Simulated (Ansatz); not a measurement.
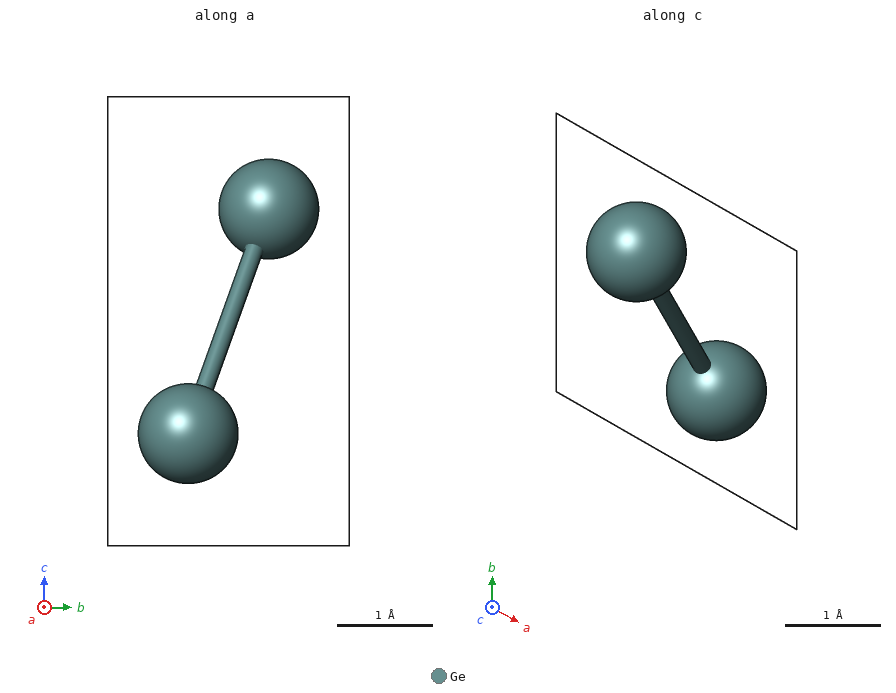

Ball-and-stick model, viewed along the a axis and along the c axis. The parallelepiped is the unit cell.

Ge, a = 2.92 Å, b = 2.93 Å, c = 4.73 Å, α = 90.00°, β = 90.00°, γ = 119.83°.

The numbers come from DFT PBEsol, scalar-relativistic, plane waves, PAW (Ansatz), using a plane-wave cutoff of 420 eV, k-points about 0.14 Å⁻¹ apart, Gaussian smearing of 0.15 eV, no spin polarisation.

What is the band gap, if any?

Answer. A metal: bands cross the Fermi level.

What is the pressure at this volume?

Answer. The computed pressure is 3.7 GPa (compressed: it would expand).

The structure comes from a structure listed in the Materials Project. The cell was then strained or its atoms displaced on purpose. Ansatz was used for an electronic-structure calculation on it.
